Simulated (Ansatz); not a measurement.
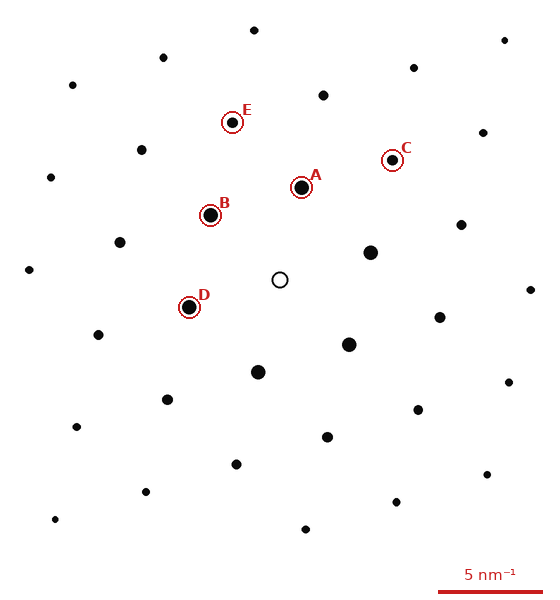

The pattern is a kinematic simulation for 100 kV electrons (no multiple scattering; isotropic B = 0.3 Å²). The zone axis points towards the electron source and the pattern is seen from the source side.

Crystal: Rh, space group Im-3m (No. 229), a = 3.093 Å. Structure: the input geometry of an electronic-structure calculation (not necessarily at equilibrium); the starting structure was generated, so it need not be a known form of this composition.

Spot A is indexed -1 0 1 and spot B 0 -1 1.

Question: Index the other marked spots.

Answer: C = 2A − B = -2 1 1 (d = 1.263 Å). D = −A + B = 1 -1 0 (d = 2.187 Å). E = A + B = -1 -1 2 (d = 1.263 Å).

Question: Which zone axis is this?

Answer: The cross product of A and B is parallel to [111]; every spot obeys hu + kv + lw = 0.

Question: What are the spacings of A and B and the angle between them?

Answer: d(A) = 2.187 Å, d(B) = 2.187 Å, and the angle is 60.0°.
